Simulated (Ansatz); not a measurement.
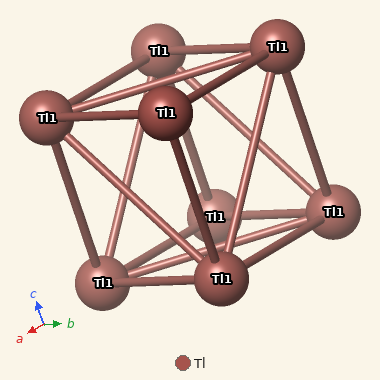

The system is Tl (Fm-3m, No. 225; 1 atom in the cell); the picture shows the reference structure. The energy is mapped over two homogeneous strains (x, y and z along the cube axes). Coordinates scanned: (1) engineering shear strain xz; (2) normal strain along z. Nothing is relaxed (symmetry fixes all fractional coordinates). The scan uses a 5 × 5 grid; 15 points were computed and 10 follow by symmetry. Points are written as (first, second). Energies: meV/atom, counted from the lowest grid point. The calculation used Ansatz, DFT PBEsol, scalar-relativistic, plane waves, PAW. Settings: cutoff 420 eV, k-mesh 16×16×16, gaussian smearing 0.15 eV, no spin polarisation.

Its coordinates:

```
CELL_PARAMETERS angstrom
0.00000 2.42097 2.42097
2.42097 0.00000 2.42097
2.42097 2.42097 0.00000
ATOMIC_POSITIONS crystal
Tl 0.00000 0.00000 0.00000
```

Range: engineering shear strain xz from −8 to 8 %; normal strain along z from −11.0 to 11.0 %.

Q: What landscape does the calculation give?

A: The lowest grid point is at (0 %, 0.0 %). No other kind of well shows on this grid. The highest grid point, (−8 %, −11.0 %), lies 67.6 meV/atom above the lowest. Round the minimum the two coordinates are nearly uncoupled.

```tsv
normal strain along z ↓, engineering shear strain xz →	−8	−4	0	4	8
11.0	34.5	32.7	31.9	32.7	34.5
5.5	12.8	9.7	8.5	9.7	12.8
0.0	5.9	1.3	0.0	1.3	5.9
−5.5	22.0	14.6	12.5	14.6	22.0
−11.0	67.6	56.3	53.5	56.3	67.6
```

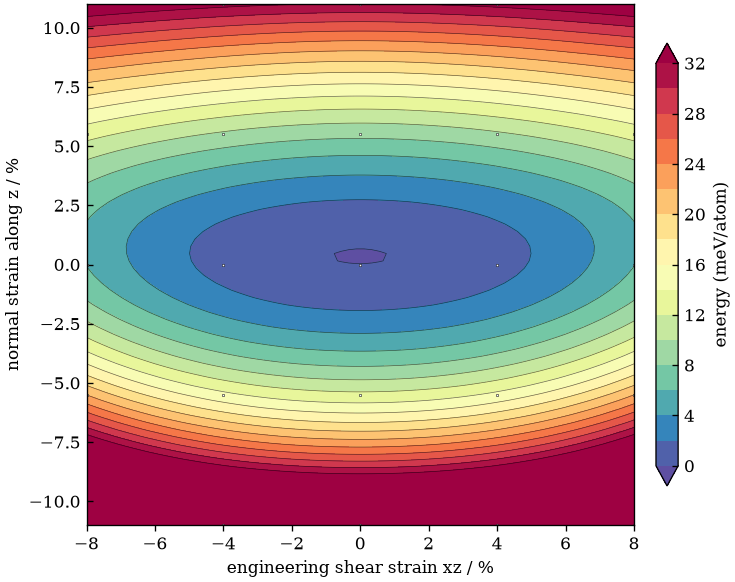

The picture shows filled contours, dots at the grid points, one colour for all values above the top of the scale. Between grid points the surface is interpolated.

Time for the 15 points that were run: 5.5 min on 1 thread of Arm Neoverse N1, on a shared host.
